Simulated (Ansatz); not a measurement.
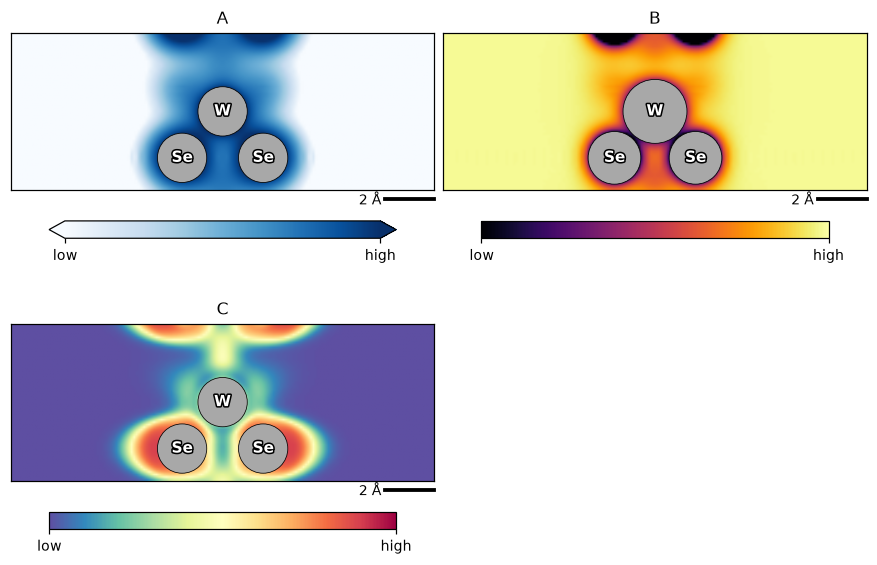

WSe2: 3 fields on the (101) plane of the conventional cell, with unlabelled colour scales. Grey discs cover the atomic cores.

Space group Pm; a structure from a database of computed crystals, not necessarily the ambient phase; changed on purpose from its base cell (all W atoms moved +0.013 Å, as atom 1 towards its neighbour atom 1 (W) at 3.318 A).

Method: DFT PBEsol+D3(BJ), scalar-relativistic, plane waves, PAW (Ansatz).

**Which field does each panel show? The fields are: electron localisation function, electrostatic potential energy of an electron and valence pseudo-density.**

Panel A: valence pseudo-density. Panel B: electrostatic potential energy of an electron (low next to the atoms, rising into the space between them). Panel C: electron localisation function. From the grid: W–Se (2.53 Å): the density is about 0.56 e/Å³ at the midpoint; the ELF is about 0.55 at the midpoint.
